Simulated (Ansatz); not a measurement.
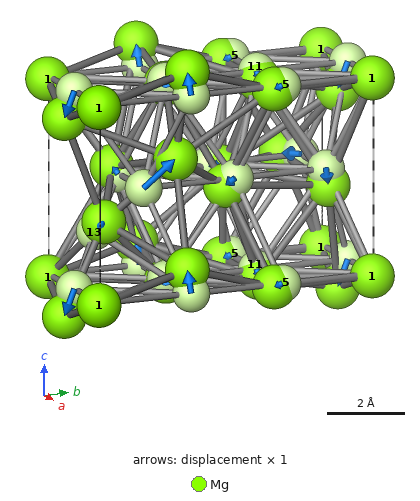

A relaxation of a defect cell of composition Mg. The starting structure is drawn faded, the final one solid; blue arrows show the displacements, at their true length.

Style: ball-and-stick. Shown: the cell of the calculation, slightly off an axis.

It is an interstitial Mg in hcp Mg. The run prepares an end point of a later path (interstitial hop) calculation, from a guessed geometry.

The calculation used DFT PBEsol, scalar-relativistic, plane waves, PAW in Ansatz 0.2.0. (plane-wave cutoff 420 eV; k-point mesh 3 × 2 × 3; occupations fermi dirac; smearing width 0.1 eV; no spin polarisation; atoms relaxed in a fixed cell; force threshold 0.03 eV/Å; at most 60 steps)

Question: Describe the change and its energy.

Answer: The largest move is that of a Mg atom, 1.17 Å along [3 2 3]. The lattice vectors keep their values. Among the contacts that change: Mg–Mg 4.531 → 3.237 Å, Mg–Mg 4.275 → 3.172 Å, Mg–Mg 3.836 → 2.918 Å, Mg–Mg 4.531 → 3.677 Å. Among the angles between lasting bonds that change: Mg–Mg–Mg 176.0° → 124.1°, Mg–Mg–Mg 92.6° → 136.6°, Mg–Mg–Mg 176.7° → 133.5°. The energy falls by 3.872 eV per cell of the calculation in 8 accepted moves (9 points after the start). Largest force component: 2.9 eV/Å at the start, 0.016 eV/Å at the end. 1 step only repeated the SCF at the same geometry. The run took 61 s on 2 threads of Arm Neoverse V1, with other jobs on the host, peak memory 0.57 GiB.

Limits of the set-up: the k-point mesh is coarse for a cell with partly filled bands; the periodic images lie only 5.2 Å apart, so the values are limited by the cell's size.
